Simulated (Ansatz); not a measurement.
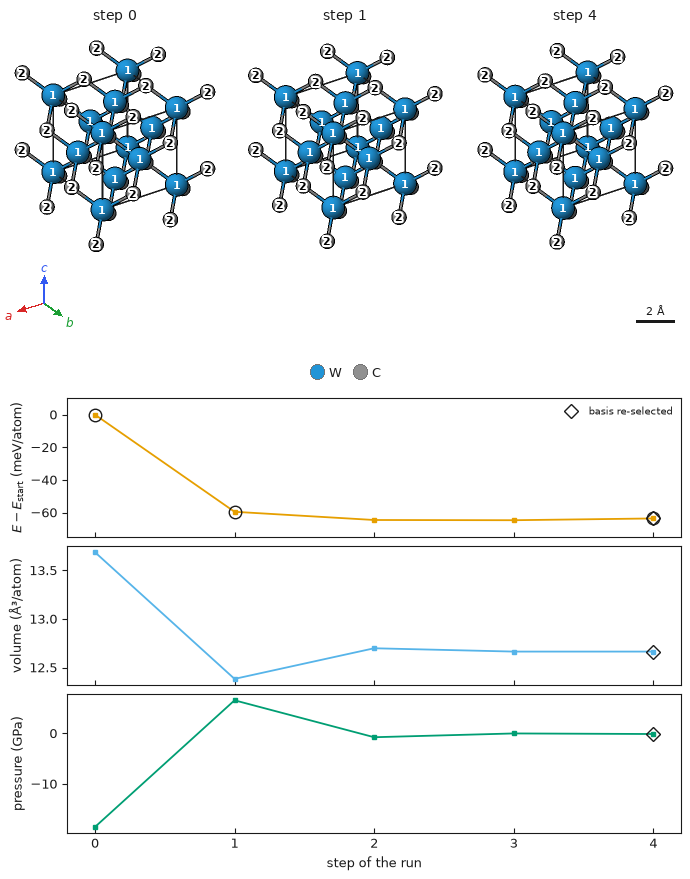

Frames of a relaxation of solid WC (built on the zinc blende type) (coarse preliminary run), marked on the history of the run. A ball-and-stick model of the conventional cell (4 times the calculation's cell), seen from a free direction. Lengths and directions refer to the drawn axes.

These are results of DFT PBEsol, scalar-relativistic, plane waves, PAW (Ansatz 0.2.0), not measurements.

The input:
```yaml
crystal:
  lattice:
    - [0.0, 2.3920423765, 2.3920423765]
    - [2.3920423765, 0.0, 2.3920423765]
    - [2.3920423765, 2.3920423765, 0.0]
  atoms:
    - { symbol: W, position: [0.0, 0.0, 0.0] }
    - { symbol: C, position: [0.25, 0.25, 0.25] }
basis:
  ecutwfc: 420
kpoints:
  mp_grid: { grid: [8, 8, 8] }
hamiltonian:
  xc: pbesol
scf:
  occupations: { method: gaussian, width: 0.1 }
output:
  forces: true
  stress: true
  eigenvalues: true
relax:
  adjacent_minimum: "off"
  f_tol: 0.05
  max_steps: 80
  cell: { stress_tol: 0.5 }
```

Launched with:
```bash
ansatz run input.yaml --threads 1 --pin off --max-ram 2560MiB --backend cpu --events-out ev --progress --plain --runs-dir out
```

**Describe the path.**

The atoms keep their places relative to the cell (all moves are under 0.005 Å). The drawn cell changes as follows: a = b = c 4.784 → 4.662 Å (−2.6 %); the volume changes by −7.5 %. Some distances before and after: W1–C2 2.072 → 2.019 Å. The space group stays F-43m (No. 216). Over 3 accepted moves (4 points after the start) the energy falls by 63.6 meV per atom. All forces vanish by symmetry, so only the cell relaxes. Pressure: −18.53 GPa at the start and −0.14 GPa at the end. The SCF was repeated once at an unchanged geometry on a basis and grid sized afresh for the cell, which shifted the energy by 1.1 meV per atom at most. The run took 5.8 s on 1 thread of Oxide Virtual Turin-like Processor (Zen 5) (shared host), peak memory 0.33 GiB. From step 0 to 1: volume −9.5 %, energy −59.6 meV per atom. From step 1 to 4: volume +2.3 %, energy −4.1 meV per atom.

```tsv
step	E − E(0), meV/atom	pressure, GPa	volume, Å³/atom	note
0	0.00	-18.53	13.687	
1	-59.55	6.53	12.383	
2	-64.59	-0.77	12.698	
3	-64.72	-0.03	12.664	
4	-63.63	-0.14	12.664	same geometry, new basis
```
